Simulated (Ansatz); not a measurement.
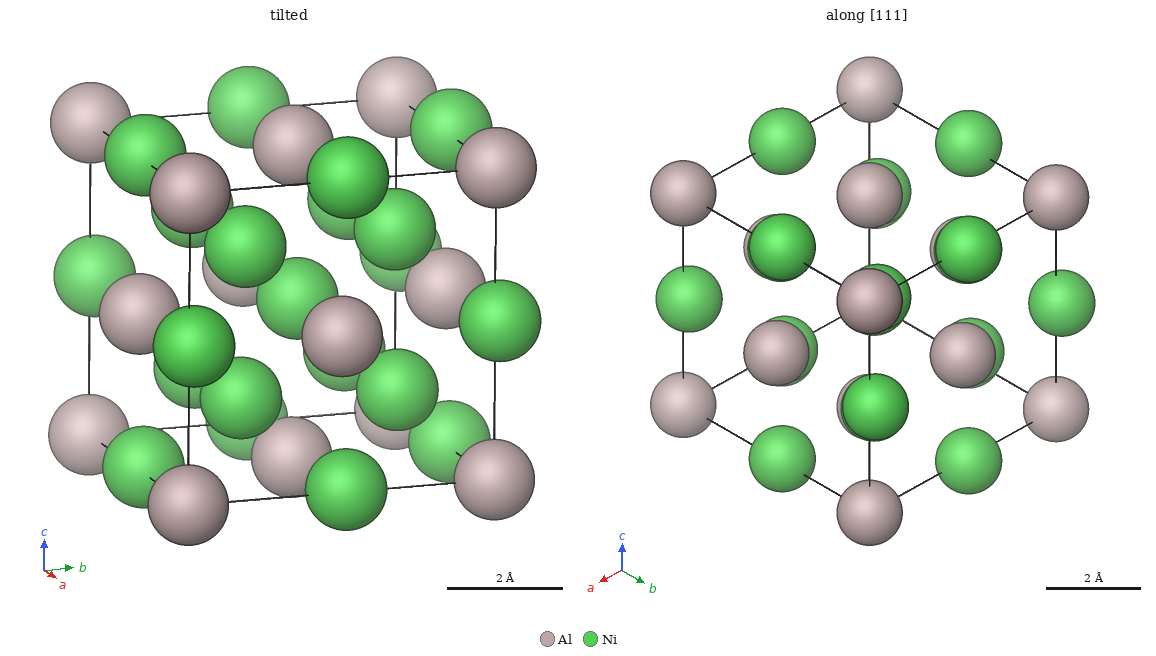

The image is a spheres-only drawing of a crystal, viewed slightly off an axis and along [111]. The parallelepiped is the drawn cell (a repeat of the simulation cell).

Notes on the structure:

- The formula is AlNi$_{3}$.
- Its symmetry is the lowest possible, P1.
- It is a distorted form of a face-centred cubic structure, space group Fm-3m (No. 225) within 0.45 Å: D0₃ (BiF₃ or Fe₃Al type).
- Atoms per cell: 16 (4 Al, 12 Ni).

It goes back to a structure listed in the Materials Project. The cell was then strained or its atoms displaced on purpose. Ansatz was used for an electronic-structure calculation on it.

At this level of theory the run's own cell isn't at rest (forces up to 1.1 eV/Å), so its distances can differ from those at equilibrium, the more so the softer the solid.
